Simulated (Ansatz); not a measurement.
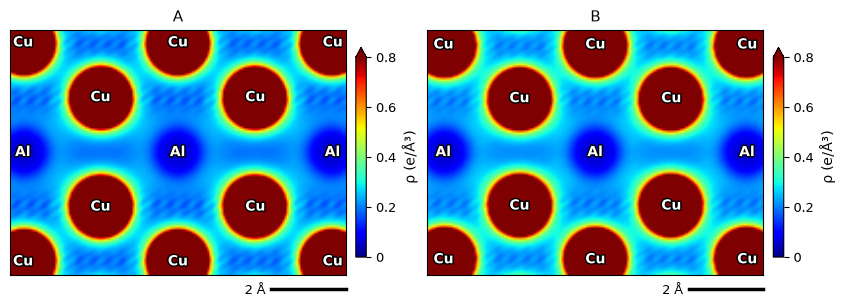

AlCu3. The valence pseudo-density of two cells that differ in size, on the (011̄) plane of each (indices in the axes of the calculation cell), at one length scale and on one colour scale: A has 12.7 Å³ an atom and B 12.0.

Computed with DFT PBEsol, scalar-relativistic, plane waves, PAW in Ansatz.

Core electrons are frozen (PAW), and the valence fields are smoothed inside the atomic spheres.

What does the compression do to the bonding and the properties?

Answer. From the larger cell to the smaller, Al–Cu goes from 2.55 to 2.50 Å, and the density at its midpoint from 0.27 to 0.29 e/Å³; Cu–Cu goes from 2.55 to 2.50 Å, and the density at its midpoint from 0.27 to 0.3 e/Å³; the pressure goes from −8 to 0.0 GPa.
